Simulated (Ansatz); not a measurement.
Geometry relaxation of MgO (part 3 of 3)

MgO (slab, 36 atoms in the cell); DFT PBE, scalar-relativistic, plane waves, PAW, no spin polarisation (Ansatz 0.2.0); cutoff 420 eV, 2×6×1 k-mesh, Gaussian smearing of 0.05 eV. The structure derives from an entry of the Crystallography Open Database. The input holds or restrains some coordinates. Forces given for the steps count only the free coordinates. It belongs to a series of runs on one base structure; here: flat (0 0 1) slab.

Output, continued:
```
--- Relaxed structure (4 steps of the walk, 4 accepted, 0 SCFs on fresh bases) ---
  F+E_penalty+E_count = -44888.44419757 eV   max|allowed force component| = 7.610e-4 eV/Å
  atoms:
    - { symbol: Mg, position: [0.0, 0.0, 0.081607974] }
    - { symbol: O, position: [0.16666666666666666, 0.0, 0.081607974] }
    - { symbol: Mg, position: [1.3952403933552857e-36, 0.5, 0.19756161489178417] }
    - { symbol: O, position: [0.16666666666666666, 0.5, 0.19712947842701006] }
    - { symbol: Mg, position: [0.16666666666666666, -8.843072915562796e-38, 0.19756161489178417] }
    - { symbol: O, position: [-1.4934967590845312e-36, 2.358152777483412e-37, 0.19712947842701006] }
    - { symbol: Mg, position: [0.16666666666666666, 0.5, 0.081607974] }
    - { symbol: O, position: [0.0, 0.5, 0.081607974] }
    - { symbol: Mg, position: [0.3333333333333333, 0.0, 0.081607974] }
    - { symbol: O, position: [0.5, 0.0, 0.081607974] }
    - { symbol: Mg, position: [0.3333333333333333, 0.5, 0.19756161489178417] }
    - { symbol: O, position: [0.5, 0.5, 0.19712947842701006] }
    - { symbol: Mg, position: [0.5, 7.0744583324502365e-37, 0.19756161489178417] }
    - { symbol: O, position: [0.3333333333333333, -4.568921006374111e-37, 0.19712947842701006] }
    - { symbol: Mg, position: [0.5, 0.5, 0.081607974] }
    - { symbol: O, position: [0.3333333333333333, 0.5, 0.081607974] }
    - { symbol: Mg, position: [0.6666666666666666, 0.0, 0.081607974] }
    - { symbol: O, position: [0.8333333333333333, 0.0, 0.081607974] }
    - { symbol: Mg, position: [0.6666666666666666, 0.5, 0.19756161489178417] }
    - { symbol: O, position: [0.8333333333333333, 0.5, 0.19712947842701006] }
    - { symbol: Mg, position: [0.8333333333333333, 5.011074652152251e-37, 0.19756161489178417] }
    - { symbol: O, position: [0.6666666666666666, 3.6846137148178317e-37, 0.19712947842701006] }
    - { symbol: Mg, position: [0.8333333333333333, 0.5, 0.081607974] }
    - { symbol: O, position: [0.6666666666666666, 0.5, 0.081607974] }
    - { symbol: Mg, position: [5.252322937260791e-89, 5.89538194370853e-38, 0.3117333570583601] }
    - { symbol: O, position: [0.16666666666666666, 9.579995658526362e-38, 0.31441194249894916] }
    - { symbol: Mg, position: [0.16666666666666666, 0.5, 0.3117333570583601] }
    - { symbol: O, position: [4.873515740170575e-36, 0.5, 0.31441194249894916] }
    - { symbol: Mg, position: [0.3333333333333333, -1.7317684459643804e-37, 0.3117333570583601] }
    - { symbol: O, position: [0.5, 8.106150172599229e-38, 0.31441194249894916] }
    - { symbol: Mg, position: [0.5, 0.5, 0.3117333570583601] }
    - { symbol: O, position: [0.3333333333333333, 0.5, 0.31441194249894916] }
    - { symbol: Mg, position: [0.6666666666666666, 1.3264609373344192e-37, 0.3117333570583601] }
    - { symbol: O, position: [0.8333333333333333, -1.7686145831125591e-37, 0.31441194249894916] }
    - { symbol: Mg, position: [0.8333333333333333, 0.5, 0.3117333570583601] }
    - { symbol: O, position: [0.6666666666666666, 0.5, 0.31441194249894916] }
--- Löwdin populations: 36 sites ---
  site symbol       q [e]
     0     Mg      8.4505
     1      O      7.3798
     2     Mg      8.4857
     3      O      7.3919
     4     Mg      8.4857
     5      O      7.3919
     6     Mg      8.4505
     7      O      7.3798
     8     Mg      8.4505
     9      O      7.3798
    10     Mg      8.4857
    11      O      7.3919
    12     Mg      8.4857
    13      O      7.3919
    14     Mg      8.4505
    15      O      7.3798
    16     Mg      8.4505
    17      O      7.3798
    18     Mg      8.4857
    19      O      7.3919
    20     Mg      8.4857
    21      O      7.3919
    22     Mg      8.4505
    23      O      7.3798
    24     Mg      8.4472
    25      O      7.3795
    26     Mg      8.4472
    27      O      7.3795
    28     Mg      8.4472
    29      O      7.3795
    30     Mg      8.4472
    31      O      7.3795
    32     Mg      8.4472
    33      O      7.3795
    34     Mg      8.4472
    35      O      7.3795
  spilling = 0.009698 (of n_electrons = 288.000000)
```

File populations.tsv:
```
# site	symbol	l	j	q
# orbitals = lowdin
# n_electrons = 288.000000
# spilling = 0.009698
0	Mg	0_2S	-	1.997133
0	Mg	0_3S	-	0.453567
0	Mg	1_2P	-	5.999819
1	O	0_2S	-	1.868386
1	O	1_2P	-	5.511374
2	Mg	0_2S	-	1.996063
2	Mg	0_3S	-	0.489796
2	Mg	1_2P	-	5.999794
3	O	0_2S	-	1.856715
3	O	1_2P	-	5.535192
4	Mg	0_2S	-	1.996063
4	Mg	0_3S	-	0.489796
4	Mg	1_2P	-	5.999794
5	O	0_2S	-	1.856715
5	O	1_2P	-	5.535192
6	Mg	0_2S	-	1.997133
6	Mg	0_3S	-	0.453567
6	Mg	1_2P	-	5.999819
7	O	0_2S	-	1.868386
7	O	1_2P	-	5.511374
8	Mg	0_2S	-	1.997133
8	Mg	0_3S	-	0.453567
8	Mg	1_2P	-	5.999819
9	O	0_2S	-	1.868386
9	O	1_2P	-	5.511374
10	Mg	0_2S	-	1.996063
10	Mg	0_3S	-	0.489796
10	Mg	1_2P	-	5.999794
11	O	0_2S	-	1.856715
11	O	1_2P	-	5.535192
12	Mg	0_2S	-	1.996063
12	Mg	0_3S	-	0.489796
12	Mg	1_2P	-	5.999794
13	O	0_2S	-	1.856715
13	O	1_2P	-	5.535192
14	Mg	0_2S	-	1.997133
14	Mg	0_3S	-	0.453567
14	Mg	1_2P	-	5.999819
15	O	0_2S	-	1.868386
15	O	1_2P	-	5.511374
16	Mg	0_2S	-	1.997133
16	Mg	0_3S	-	0.453567
16	Mg	1_2P	-	5.999819
17	O	0_2S	-	1.868386
17	O	1_2P	-	5.511374
18	Mg	0_2S	-	1.996063
18	Mg	0_3S	-	0.489796
18	Mg	1_2P	-	5.999794
19	O	0_2S	-	1.856715
19	O	1_2P	-	5.535192
20	Mg	0_2S	-	1.996063
20	Mg	0_3S	-	0.489796
20	Mg	1_2P	-	5.999794
21	O	0_2S	-	1.856715
21	O	1_2P	-	5.535192
22	Mg	0_2S	-	1.997133
22	Mg	0_3S	-	0.453567
22	Mg	1_2P	-	5.999819
23	O	0_2S	-	1.868386
23	O	1_2P	-	5.511374
24	Mg	0_2S	-	1.997078
24	Mg	0_3S	-	0.450285
24	Mg	1_2P	-	5.999827
25	O	0_2S	-	1.868222
25	O	1_2P	-	5.511241
26	Mg	0_2S	-	1.997078
26	Mg	0_3S	-	0.450285
26	Mg	1_2P	-	5.999827
27	O	0_2S	-	1.868222
27	O	1_2P	-	5.511241
28	Mg	0_2S	-	1.997078
28	Mg	0_3S	-	0.450285
28	Mg	1_2P	-	5.999827
29	O	0_2S	-	1.868222
29	O	1_2P	-	5.511241
30	Mg	0_2S	-	1.997078
30	Mg	0_3S	-	0.450285
30	Mg	1_2P	-	5.999827
31	O	0_2S	-	1.868222
31	O	1_2P	-	5.511241
32	Mg	0_2S	-	1.997078
32	Mg	0_3S	-	0.450285
32	Mg	1_2P	-	5.999827
33	O	0_2S	-	1.868222
33	O	1_2P	-	5.511241
34	Mg	0_2S	-	1.997078
34	Mg	0_3S	-	0.450285
34	Mg	1_2P	-	5.999827
35	O	0_2S	-	1.868222
35	O	1_2P	-	5.511241
```

Trajectory as extended XYZ (Å, eV, eV/Å), 3 of the 4 frames kept, from step=1 to step=4:
```
36
Lattice="12.7611 0.0000 0.0000 0.0000 4.2537 0.0000 0.0000 0.0000 18.3806" Properties=species:S:1:pos:R:3:forces:R:3 step=1 energy=-44888.37925
Mg    0.0000    0.0000    1.5000    0.0000   0.0000   0.4383
O     2.1269    0.0000    1.5000    0.0000   0.0000  -0.4406
Mg    0.0000    2.1269    3.6269    0.0000   0.0000   0.0000
O     2.1269    2.1269    3.6269    0.0000   0.0000   0.0000
Mg    2.1269    0.0000    3.6269    0.0000   0.0000   0.0000
O     0.0000    0.0000    3.6269    0.0000   0.0000   0.0000
Mg    2.1269    2.1269    1.5000    0.0000   0.0000   0.4383
O     0.0000    2.1269    1.5000    0.0000   0.0000  -0.4406
Mg    4.2537    0.0000    1.5000    0.0000   0.0000   0.4383
O     6.3806    0.0000    1.5000    0.0000   0.0000  -0.4406
Mg    4.2537    2.1269    3.6269    0.0000   0.0000   0.0000
O     6.3806    2.1269    3.6269    0.0000   0.0000   0.0000
Mg    6.3806    0.0000    3.6269    0.0000   0.0000   0.0000
O     4.2537    0.0000    3.6269    0.0000   0.0000   0.0000
Mg    6.3806    2.1269    1.5000    0.0000   0.0000   0.4383
O     4.2537    2.1269    1.5000    0.0000   0.0000  -0.4406
Mg    8.5074    0.0000    1.5000    0.0000   0.0000   0.4383
O    10.6343    0.0000    1.5000    0.0000   0.0000  -0.4406
Mg    8.5074    2.1269    3.6269    0.0000   0.0000   0.0000
O    10.6343    2.1269    3.6269    0.0000   0.0000   0.0000
Mg   10.6343    0.0000    3.6269    0.0000   0.0000   0.0000
O     8.5074    0.0000    3.6269    0.0000   0.0000   0.0000
Mg   10.6343    2.1269    1.5000    0.0000   0.0000   0.4383
O     8.5074    2.1269    1.5000    0.0000   0.0000  -0.4406
Mg    0.0000    0.0000    5.7537    0.0000   0.0000  -0.4384
O     2.1269    0.0000    5.7537    0.0000   0.0000   0.4406
Mg    2.1269    2.1269    5.7537    0.0000   0.0000  -0.4384
O     0.0000    2.1269    5.7537    0.0000   0.0000   0.4406
Mg    4.2537    0.0000    5.7537    0.0000   0.0000  -0.4384
O     6.3806    0.0000    5.7537    0.0000   0.0000   0.4406
Mg    6.3806    2.1269    5.7537    0.0000   0.0000  -0.4384
O     4.2537    2.1269    5.7537    0.0000   0.0000   0.4406
Mg    8.5074    0.0000    5.7537    0.0000   0.0000  -0.4384
O    10.6343    0.0000    5.7537    0.0000   0.0000   0.4406
Mg   10.6343    2.1269    5.7537    0.0000   0.0000  -0.4384
O     8.5074    2.1269    5.7537    0.0000   0.0000   0.4406
36
Lattice="12.7611 0.0000 0.0000 0.0000 4.2537 0.0000 0.0000 0.0000 18.3806" Properties=species:S:1:pos:R:3:forces:R:3 step=3 energy=-44888.44406
Mg    0.0000    0.0000    1.5000    0.0000   0.0000   0.4183
O     2.1269    0.0000    1.5000    0.0000   0.0000  -0.4207
Mg    0.0000    2.1269    3.6319    0.0000   0.0000  -0.0196
O     2.1269    2.1269    3.6222    0.0000   0.0000   0.0257
Mg    2.1269    0.0000    3.6319    0.0000   0.0000  -0.0196
O     0.0000    0.0000    3.6222    0.0000   0.0000   0.0257
Mg    2.1269    2.1269    1.5000    0.0000   0.0000   0.4183
O     0.0000    2.1269    1.5000    0.0000   0.0000  -0.4207
Mg    4.2537    0.0000    1.5000    0.0000   0.0000   0.4183
O     6.3806    0.0000    1.5000    0.0000   0.0000  -0.4207
Mg    4.2537    2.1269    3.6319    0.0000   0.0000  -0.0196
O     6.3806    2.1269    3.6222    0.0000   0.0000   0.0257
Mg    6.3806    0.0000    3.6319    0.0000   0.0000  -0.0196
O     4.2537    0.0000    3.6222    0.0000   0.0000   0.0257
Mg    6.3806    2.1269    1.5000    0.0000   0.0000   0.4183
O     4.2537    2.1269    1.5000    0.0000   0.0000  -0.4207
Mg    8.5074    0.0000    1.5000    0.0000   0.0000   0.4183
O    10.6343    0.0000    1.5000    0.0000   0.0000  -0.4207
Mg    8.5074    2.1269    3.6319    0.0000   0.0000  -0.0196
O    10.6343    2.1269    3.6222    0.0000   0.0000   0.0257
Mg   10.6343    0.0000    3.6319    0.0000   0.0000  -0.0196
O     8.5074    0.0000    3.6222    0.0000   0.0000   0.0257
Mg   10.6343    2.1269    1.5000    0.0000   0.0000   0.4183
O     8.5074    2.1269    1.5000    0.0000   0.0000  -0.4207
Mg    0.0000    0.0000    5.7301    0.0000   0.0000  -0.0094
O     2.1269    0.0000    5.7789    0.0000   0.0000   0.0056
Mg    2.1269    2.1269    5.7301    0.0000   0.0000  -0.0094
O     0.0000    2.1269    5.7789    0.0000   0.0000   0.0056
Mg    4.2537    0.0000    5.7301    0.0000   0.0000  -0.0094
O     6.3806    0.0000    5.7789    0.0000   0.0000   0.0056
Mg    6.3806    2.1269    5.7301    0.0000   0.0000  -0.0094
O     4.2537    2.1269    5.7789    0.0000   0.0000   0.0056
Mg    8.5074    0.0000    5.7301    0.0000   0.0000  -0.0094
O    10.6343    0.0000    5.7789    0.0000   0.0000   0.0056
Mg   10.6343    2.1269    5.7301    0.0000   0.0000  -0.0094
O     8.5074    2.1269    5.7789    0.0000   0.0000   0.0056
36
Lattice="12.7611 0.0000 0.0000 0.0000 4.2537 0.0000 0.0000 0.0000 18.3806" Properties=species:S:1:pos:R:3:forces:R:3 step=4 energy=-44888.44420
Mg    0.0000    0.0000    1.5000    0.0000   0.0000   0.4227
O     2.1269    0.0000    1.5000    0.0000   0.0000  -0.4229
Mg    0.0000    2.1269    3.6313    0.0000   0.0000   0.0001
O     2.1269    2.1269    3.6233    0.0000   0.0000   0.0008
Mg    2.1269    0.0000    3.6313    0.0000   0.0000   0.0001
O     0.0000    0.0000    3.6233    0.0000   0.0000   0.0008
Mg    2.1269    2.1269    1.5000    0.0000   0.0000   0.4227
O     0.0000    2.1269    1.5000    0.0000   0.0000  -0.4229
Mg    4.2537    0.0000    1.5000    0.0000   0.0000   0.4227
O     6.3806    0.0000    1.5000    0.0000   0.0000  -0.4229
Mg    4.2537    2.1269    3.6313    0.0000   0.0000   0.0001
O     6.3806    2.1269    3.6233    0.0000   0.0000   0.0008
Mg    6.3806    0.0000    3.6313    0.0000   0.0000   0.0001
O     4.2537    0.0000    3.6233    0.0000   0.0000   0.0008
Mg    6.3806    2.1269    1.5000    0.0000   0.0000   0.4227
O     4.2537    2.1269    1.5000    0.0000   0.0000  -0.4229
Mg    8.5074    0.0000    1.5000    0.0000   0.0000   0.4227
O    10.6343    0.0000    1.5000    0.0000   0.0000  -0.4229
Mg    8.5074    2.1269    3.6313    0.0000   0.0000   0.0001
O    10.6343    2.1269    3.6233    0.0000   0.0000   0.0008
Mg   10.6343    0.0000    3.6313    0.0000   0.0000   0.0001
O     8.5074    0.0000    3.6233    0.0000   0.0000   0.0008
Mg   10.6343    2.1269    1.5000    0.0000   0.0000   0.4227
O     8.5074    2.1269    1.5000    0.0000   0.0000  -0.4229
Mg    0.0000    0.0000    5.7298    0.0000   0.0000  -0.0001
O     2.1269    0.0000    5.7791    0.0000   0.0000  -0.0006
Mg    2.1269    2.1269    5.7298    0.0000   0.0000  -0.0001
O     0.0000    2.1269    5.7791    0.0000   0.0000  -0.0006
Mg    4.2537    0.0000    5.7298    0.0000   0.0000  -0.0001
O     6.3806    0.0000    5.7791    0.0000   0.0000  -0.0006
Mg    6.3806    2.1269    5.7298    0.0000   0.0000  -0.0001
O     4.2537    2.1269    5.7791    0.0000   0.0000  -0.0006
Mg    8.5074    0.0000    5.7298    0.0000   0.0000  -0.0001
O    10.6343    0.0000    5.7791    0.0000   0.0000  -0.0006
Mg   10.6343    2.1269    5.7298    0.0000   0.0000  -0.0001
O     8.5074    2.1269    5.7791    0.0000   0.0000  -0.0006
```

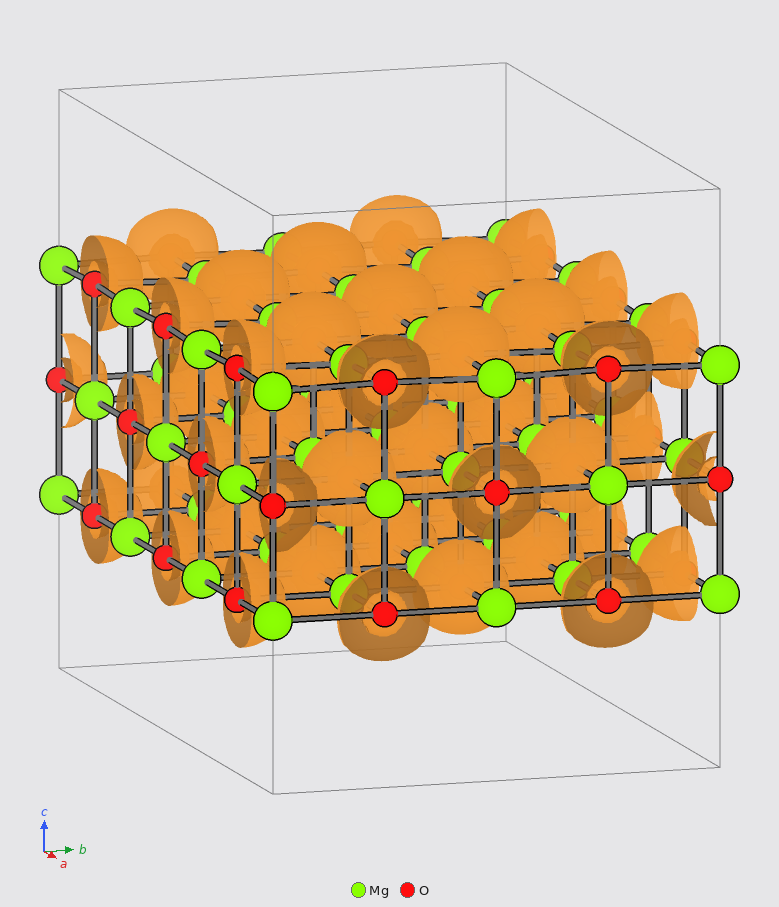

*Isosurface of the electron localisation function at 0.75 (orange), seen slightly off an axis. Core shells and regions of very low density are left out. Sticks mark near contacts.*

Profiles from the grid: Mg–O (2.11 Å): the ELF is about 0.30 at the midpoint (ionic bonding with no shared pair). Mg–O (2.15 Å): the ELF is about 0.30 at the midpoint, which marks ionic bonding with no shared pair. The fields are those of the smooth PAW valence density.

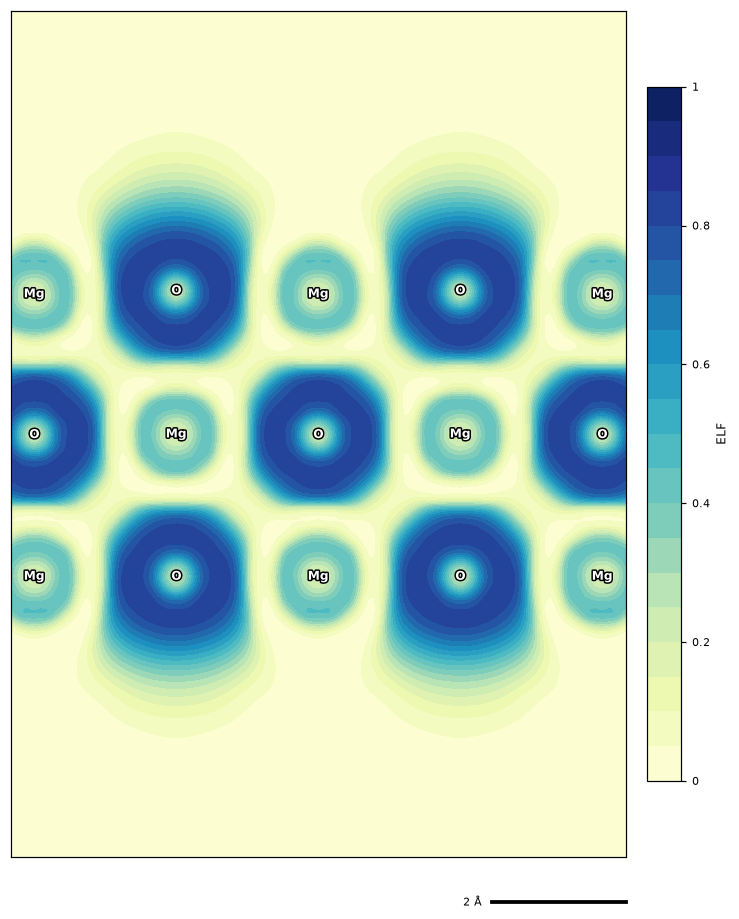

*Electron localisation function on the (100) plane of the calculation cell, a cut from vacuum to vacuum.*

Atoms in the plane: Mg and O. Mg–O (2.12 Å): the ELF is about 0.30 at the midpoint, as expected for two separate closed shells. Mg–O (2.12 Å): the ELF is about 0.30 at the midpoint (ionic bonding with no shared pair).

Results in brief:

| quantity | value |
| --- | --- |
| outcome | converged under the restraints of the input |
| electrons treated | 288 |
| free energy | −44888.4442 eV |
| Fermi energy | 1.027 eV |
| gap on the k-point mesh | 3.24 eV |
| final volume | 997.73 Å³ |
| largest force (length of the vector) at the end, held atoms and coordinates included | 0.423 eV/Å |
| hardware | 4 threads of Intel Xeon (Granite Rapids), 16 GiB of memory available, shared host |
| wall time | 100 s (CPU time 6.2 min) |
| peak memory | 3.6 GiB |

Remarks:

Warnings of the run: the exchange-correlation potential is rough where the density is thin.
